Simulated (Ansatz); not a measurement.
**Two runs on CoO**

System: CoO (P-6m2, 2 atoms in the cell).
Method of run 1: Kohn-Sham DFT of a periodic cell, revPBE, Ansatz PAW, spin-polarised (Ansatz 0.2.0).

The structure was built on a prototype by a generator; it need not be a known phase. Text and figures count atoms from 1; the logs count them from 0 in places.

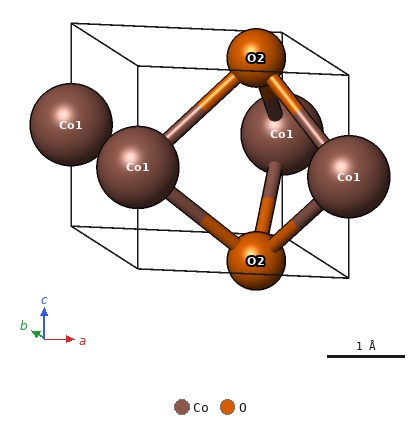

Figure 1. The starting structure (ball-and-stick view of the cell of the calculation, seen slightly off an axis; atoms are numbered from 1 in the order of the input). An atom can appear more than once, as a periodic image. Near neighbours in the periodic cell (some may lie outside the picture): Co has 6 O at 2.13 Å; O has 6 Co at 2.13 Å.

**The input, run 1**
```yaml
crystal:
  lattice:
    - [2.82845, 0.0, 0.0]
    - [-1.41423, 2.44951, 0.0]
    - [0.0, 0.0, 2.72172]
  atoms:
    - { symbol: Co, position: [0.0, 0.0, 0.5], spin: 2.0 }
    - { symbol: O, position: [0.66667, 0.33333, 0.0] }
hamiltonian:
  xc: revpbe
  pseudopotentials: { kind: paw }
magnetization:
  spin_polarized: true
kpoints:
  mp_grid: { grid: [8, 8, 7] }
scf:
  occupations: { method: fermi_dirac, width: 0.05 }
output:
  forces: true
  stress: true
  eigenvalues: true
relax:
  f_tol: 0.01
  max_steps: 40
  cell: { stress_tol: 0.05 }
```

Launched with:
```bash
ansatz run input.yaml --threads 2 --pin off --max-ram 5632MiB --backend cpu --events-out ev --progress --plain --runs-dir out
```

Hardware: 2 threads of Arm Neoverse V2, 24 GiB of memory available, shared host.

**Output, shortened to warnings, some set-up lines, iterations and results (run 1)**
```
Warning: the atoms were moved onto the symmetric positions of the space group found under crystal.symmetry.tolerance 1.0e-5 (fractional; no operation is sought that the atoms, as they stand in a round, miss by more than twice it, and no atom is moved by as much as it), and the run uses the moved positions. Before a round's move an operation carried an atom to 1.41e-5 Å from where it should land, …
Basis set: ecut = 420 eV, 381 PW (Γ), exchange–correlation on 40×40×40 points (8 copies of the dense FFT grid, shifted against one another)
Symmetry: 12 space group operations
k-points: 40 of 448 (time reversal used)
Initial density: superposition of atomic densities (chi_scale 0.1, normalization cell, long waves kept (reshape's long-wave potential 0.00 eV rms))
[...]
SCF iter   1: F=—  HF=-5695.699752 eV  |F-HF|=—  |Δ(HF+E_count)|=         —  Δρ=1.22e-1 (↑1.22e-1 ↓9.18e-2)  dr2=6.06e0  dr2_m=2.39e-1  M=2.243 μB ∫|m|=2.248 μB  β_m=0.30  …
SCF iter   2: F=—  HF=-5696.223537 eV  |F-HF|=—  |Δ(HF+E_count)|=   5.24e-1  Δρ=6.43e-2 (↑6.43e-2 ↓4.38e-2)  dr2=7.36e-1  dr2_m=3.42e-1  M=2.454 μB ∫|m|=2.463 μB  β_m=0.38  …
SCF iter   3: F=—  HF=-5696.524491 eV  |F-HF|=—  |Δ(HF+E_count)|=   3.01e-1  Δρ=4.33e-2 (↑4.15e-2 ↓4.33e-2)  dr2=7.42e-2  dr2_m=2.77e-1  M=2.640 μB ∫|m|=2.656 μB  β_m=0.26  …
SCF iter   4: F=—  HF=-5696.652970 eV  |F-HF|=—  |Δ(HF+E_count)|=         —  Δρ=5.22e-2 (↑4.55e-2 ↓5.22e-2)  dr2=3.44e-2  dr2_m=4.01e-1  M=2.998 μB ∫|m|=3.033 μB  β_m=0.69  …
SCF iter   5: F=—  HF=-5696.687897 eV  |F-HF|=—  |Δ(HF+E_count)|=   3.49e-2  Δρ=2.78e-2 (↑1.84e-2 ↓2.78e-2)  dr2=7.48e-2  dr2_m=7.20e-2  M=3.000 μB ∫|m|=3.048 μB  β_m=0.84  …
[... 62 lines ...]
SCF iter   6: F=—  HF=-5696.752994 eV  |F-HF|=—  |Δ(HF+E_count)|=  8.82e-11  Δρ=5.07e-7 (↑1.82e-7 ↓5.07e-7)  dr2=8.40e-12  dr2_m=1.52e-11  M=3.000 μB ∫|m|=3.057 μB  β_m=0.82  …
SCF iter   7: F=—  HF=-5696.752994 eV  |F-HF|=—  |Δ(HF+E_count)|=  5.46e-11  Δρ=2.13e-7 (↑4.15e-8 ↓2.13e-7)  dr2=1.83e-12  dr2_m=2.37e-12  M=3.000 μB ∫|m|=3.057 μB  β_m=0.91  …
SCF iter   8: F=-5696.752994 eV  HF=-5696.752994 eV  |F-HF|=1.82e-12  |Δ(HF+E_count)|=  8.19e-12  Δρ=5.75e-8 (↑1.62e-8 ↓5.75e-8)  dr2=2.47e-13  dr2_m=1.47e-13  M=3.000 μB …
SCF 7 converged in 8 iterations: F = -5696.752994 eV  dr2 = 2.47e-13
relax step   7: F+E_penalty+E_count = -5696.75299372 eV  Δ(F+E_penalty+E_count) = -4.443e-5 eV  max|allowed force component| = 4.395e-17 eV/Å  Δτ_max = 0.0000 Å  P = +0.009 …
basis re-selected at this cell: Δ(F+E_penalty+E_count) = -4.443e-5 eV, ΔP = +0.003 GPa vs the last step (what re-selecting the basis moved, of the pressure what is left beyond the Pulay correction that the steps carried, after the strain that the cell walked since its last selection, with what the …
SCF converged after 8 iterations
Magnetization: 3.0000 μB (13.0000 up, 10.0000 down)
Absolute magnetization: 3.0566 μB (∫|ρ↑−ρ↓|, with the PAW one-centre terms)
Spin contamination: 0.0122 ħ² per cell (⟨S²⟩ above its minimum at these occupations)
Per-site moments (μB) at R_I (Å): [(2.517503268202344, 0.8841093975861954), (0.4130042575510266, 0.8841093975861954)]
Free energy (F): -5696.752994 eV
Harris-Foulkes:  -5696.752994 eV  (|F-HF|=1.82e-12)
Internal energy: -5696.724951 eV  (E = F + TS)
E sigma→0 (E₀):  -5696.738972 eV
Entropy (-TS):   -0.028043 eV (-14.021 meV/atom)
Fermi energy:    13.964909 eV
--- Per-component energies (eV) ---
  E_band       = -308.572145
  E_kinetic    = 617.383228
  E_local      = -3457.423373  (includes V_loc(G=0)·N_el)
  E_nonlocal   = 511.302789
  E_hartree    = 1420.283396
  E_xc         = -229.197257
  E_vxc        = -294.102654  (∫ρ·V_xc dr)
  E_paw        = -1680.268310  (= ΣΔE_a)
  E_vpaw       = -526.301263  (= ΣTr[D̂ρ^β])
  E_aug_tail   = 0.002360  (compensation charges beyond the density's cutoff)
  E_ewald      = -2878.759356
  E_core_change = -0.048428  (= ΣΔE_core)
  E_smearing   = -0.028043  (= −TS)
  E_closure    = 0.000000  (closes the sum)
  Σ components = -5696.752994   (vs F -5696.752994, Δ=0.00e0)
--- Forces (eV/Å), atoms counted from 1 ---
  atom   1  Co     0.00000000     0.00000000    -0.00000000
  atom   2  O      0.00000000    -0.00000000     0.00000000
  max |Σ_I F_I| component: 6.94e-17 eV/Å
--- Stress (GPa, compression-positive) ---
        0.012119      -0.000000       0.000000
       -0.000000       0.012119       0.000000
        0.000000       0.000000       0.002599
  P = ⅓ Tr σ = 0.0089 GPa (0.089 kbar)
--- Relaxed structure (5 steps of the walk, 5 accepted, 2 SCFs on fresh bases) ---
  F+E_penalty+E_count = -5696.75299372 eV   max|allowed force component| = 4.395e-17 eV/Å   (the final SCF, on the basis selected at the relaxed cell)
  cell:  # Å, volume = 19.3510 Å³
    - [2.857777699056975, 2.916683295532841e-6, -8.171749817565202e-19]
[...]
```

For run 2 the input was changed thus:
```diff
-  xc: revpbe
+  xc: blyp
```

What does this change do to the results?

The total energies belong to different methods, so their difference says nothing on which is more stable or more accurate. The volume per atom goes from 9.68 to 9.91 Å³. The functional changes from revPBE to BLYP. The SCF takes 74 iterations over all geometry steps against 58.

**Output, shortened to warnings, some set-up lines, iterations and results (run 2)**
```
Warning: the atoms were moved onto the symmetric positions of the space group found under crystal.symmetry.tolerance 1.0e-5 (fractional; no operation is sought that the atoms, as they stand in a round, miss by more than twice it, and no atom is moved by as much as it), and the run uses the moved positions. Before a round's move an operation carried an atom to 1.41e-5 Å from where it should land, …
Basis set: ecut = 420 eV, 381 PW (Γ), exchange–correlation on 40×40×40 points (8 copies of the dense FFT grid, shifted against one another)
Symmetry: 12 space group operations
k-points: 40 of 448 (time reversal used)
Initial density: superposition of atomic densities (chi_scale 0.1, normalization cell, long waves kept (reshape's long-wave potential 0.00 eV rms))
[...]
SCF iter   1: F=—  HF=-5701.075785 eV  |F-HF|=—  |Δ(HF+E_count)|=         —  Δρ=1.22e-1 (↑1.22e-1 ↓8.40e-2)  dr2=5.47e0  dr2_m=2.77e-1  M=2.266 μB ∫|m|=2.272 μB  β_m=0.30  …
SCF iter   2: F=—  HF=-5701.666787 eV  |F-HF|=—  |Δ(HF+E_count)|=   5.91e-1  Δρ=6.62e-2 (↑6.62e-2 ↓4.04e-2)  dr2=7.72e-1  dr2_m=3.31e-1  M=2.449 μB ∫|m|=2.458 μB  β_m=0.39  …
SCF iter   3: F=—  HF=-5701.984128 eV  |F-HF|=—  |Δ(HF+E_count)|=   3.17e-1  Δρ=3.81e-2 (↑3.77e-2 ↓3.81e-2)  dr2=1.01e-1  dr2_m=2.13e-1  M=2.601 μB ∫|m|=2.616 μB  β_m=0.55  …
SCF iter   4: F=—  HF=-5702.161740 eV  |F-HF|=—  |Δ(HF+E_count)|=         —  Δρ=3.88e-2 (↑3.36e-2 ↓3.88e-2)  dr2=3.61e-2  dr2_m=2.15e-1  M=3.000 μB ∫|m|=3.034 μB  β_m=0.69  …
SCF iter   5: F=—  HF=-5702.181218 eV  |F-HF|=—  |Δ(HF+E_count)|=   1.95e-2  Δρ=1.62e-2 (↑1.62e-2 ↓1.12e-2)  dr2=2.27e-2  dr2_m=2.53e-2  M=3.000 μB ∫|m|=3.039 μB  β_m=0.79  …
[... 82 lines ...]
SCF iter   4: F=—  HF=-5702.200105 eV  |F-HF|=—  |Δ(HF+E_count)|=  4.13e-10  Δρ=4.12e-7 (↑4.12e-7 ↓4.00e-7)  dr2=6.02e-11  dr2_m=2.59e-12  M=3.000 μB ∫|m|=3.041 μB  β_m=0.56  …
SCF iter   5: F=—  HF=-5702.200105 eV  |F-HF|=—  |Δ(HF+E_count)|=  1.55e-11  Δρ=1.70e-7 (↑7.59e-8 ↓1.70e-7)  dr2=2.18e-12  dr2_m=1.45e-12  M=3.000 μB ∫|m|=3.041 μB  β_m=0.71  …
SCF iter   6: F=-5702.200105 eV  HF=-5702.200105 eV  |F-HF|=5.46e-12  |Δ(HF+E_count)|=  2.73e-12  Δρ=2.11e-7 (↑4.90e-8 ↓2.11e-7)  dr2=1.01e-11  dr2_m=1.53e-12  M=3.000 μB …
SCF 9 converged in 6 iterations: F = -5702.200105 eV  dr2 = 1.01e-11
relax step   9: F+E_penalty+E_count = -5702.20010475 eV  Δ(F+E_penalty+E_count) = -2.826e-5 eV  max|allowed force component| = 2.313e-17 eV/Å  Δτ_max = 0.0000 Å  P = +0.003 …
basis re-selected at this cell: Δ(F+E_penalty+E_count) = -2.826e-5 eV, ΔP = +0.001 GPa vs the last step (what re-selecting the basis moved, of the pressure what is left beyond the Pulay correction that the steps carried, after the strain that the cell walked since its last selection, with what the …
SCF converged after 6 iterations
Magnetization: 3.0000 μB (13.0000 up, 10.0000 down)
Absolute magnetization: 3.0414 μB (∫|ρ↑−ρ↓|, with the PAW one-centre terms)
Spin contamination: 0.0103 ħ² per cell (⟨S²⟩ above its minimum at these occupations)
Per-site moments (μB) at R_I (Å): [(2.497319111835355, 0.890182598828896), (0.42590948274033613, 0.890182598828896)]
Free energy (F): -5702.200105 eV
Harris-Foulkes:  -5702.200105 eV  (|F-HF|=5.46e-12)
Internal energy: -5702.171134 eV  (E = F + TS)
E sigma→0 (E₀):  -5702.185619 eV
Entropy (-TS):   -0.028971 eV (-14.486 meV/atom)
Fermi energy:    13.685648 eV
--- Per-component energies (eV) ---
  E_band       = -309.847987
  E_kinetic    = 617.541662
  E_local      = -3499.571031  (includes V_loc(G=0)·N_el)
  E_nonlocal   = 511.686871
  E_hartree    = 1438.889436
  E_xc         = -226.668552
  E_vxc        = -290.311744  (∫ρ·V_xc dr)
  E_paw        = -1688.965786  (= ΣΔE_a)
  E_vpaw       = -526.975174  (= ΣTr[D̂ρ^β])
  E_aug_tail   = 0.002462  (compensation charges beyond the density's cutoff)
  E_ewald      = -2855.096042
  E_core_change = 0.009845  (= ΣΔE_core)
  E_smearing   = -0.028971  (= −TS)
  E_closure    = 0.000000  (closes the sum)
  Σ components = -5702.200105   (vs F -5702.200105, Δ=0.00e0)
--- Forces (eV/Å), atoms counted from 1 ---
  atom   1  Co    -0.00000000     0.00000000     0.00000000
  atom   2  O      0.00000000    -0.00000000     0.00000000
  max |Σ_I F_I| component: 4.63e-17 eV/Å
--- Stress (GPa, compression-positive) ---
        0.005354       0.000000      -0.000000
        0.000000       0.005354       0.000000
       -0.000000       0.000000      -0.000635
  P = ⅓ Tr σ = 0.0034 GPa (0.034 kbar)
--- Relaxed structure (6 steps of the walk, 6 accepted, 3 SCFs on fresh bases) ---
  F+E_penalty+E_count = -5702.20010475 eV   max|allowed force component| = 2.313e-17 eV/Å   (the final SCF, on the basis selected at the relaxed cell)
  cell:  # Å, volume = 19.8110 Å³
    - [2.8936523688847973, 2.9532974276468374e-6, -1.4043395003766338e-18]
[...]
```

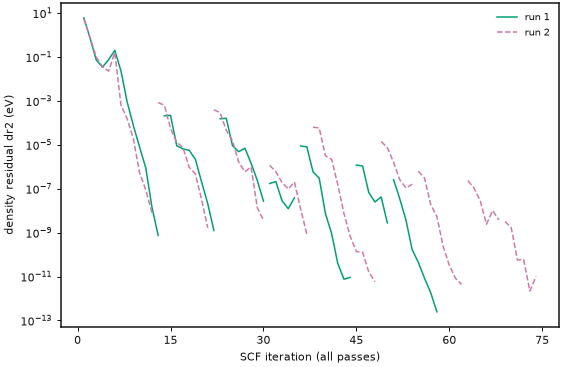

Figure 2. Convergence of the two runs: density residual dr2 against the SCF iteration. A break in a curve parts two SCF passes. Run 1 takes 58 iterations in all, and run 2 takes 74.

**The two runs side by side**

| quantity | run 1 | run 2 |
| --- | --- | --- |
| outcome | converged | converged |
| free energy per atom (eV) | −2848.3765 | −2851.1001 |
| energy per atom, smearing taken to zero (eV) | −2848.3695 | −2851.0928 |
| gap on the mesh (eV) | 0.00 | 0.00 |
| net moment of the cell (μB) | 3.00 | 3.00 |
| absolute moment of the cell (μB) | 3.06 | 3.04 |
| pressure (GPa) | 0.01 | 0.00 |
| volume per atom (Å³) | 9.68 | 9.91 |
| largest force (eV/Å) | 0.000 | 0.000 |
| SCF iterations | 58 | 74 |
| irreducible k-points | 40 | 40 |
| wall time (shared host) | 14 s | 19 s |

For both runs: Warnings: the structure was made exactly symmetric. Points of doubt noted for this run: forces on files of another functional.
